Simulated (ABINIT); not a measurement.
**Al2Pt: geometry relaxation (part 3 of 3)**

Al2Pt (3 atoms in the cell); Kohn-Sham DFT of a periodic cell, PBE, JTH PAW PBE v2.0, no spin polarisation (ABINIT 10.8.3); cutoff 435.38 eV, 6×6×6 k-mesh, fermi-dirac of 0.05 eV. The structure derives from an entry of the Crystallography Open Database.

Geometry of the input (Å; fractional positions):
```
0.0000  2.9550  2.9550
2.9550  0.0000  2.9550
2.9550  2.9550  0.0000
Pt 0.0000  0.0000  0.0000
Al 0.7500  0.7500  0.7500
Al 0.2500  0.2500  0.2500
```

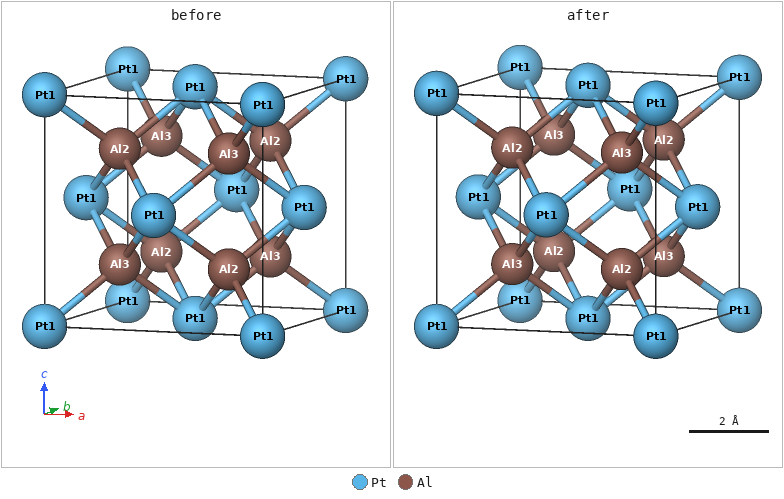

Figure 1. Before (left) and after (right) the relaxation, at one scale (ball-and-stick view of the cell 4 times as large as that of the calculation, set on its symmetry axes, seen slightly off an axis). The atoms keep their places relative to the cell (all moves are under 0.005 Å). The volume changes by +1.8 %, with a = b = c 5.910 → 5.945 Å (+0.6 %). Among the contacts that change: Pt1–Al2 2.559 → 2.574 Å. The space group stays Fm-3m (No. 225). After 3 geometry steps the energy has fallen by 2.2 meV per atom. All forces vanish by symmetry, so only the cell relaxes. (Atoms are counted from 1 in the order of the input.)
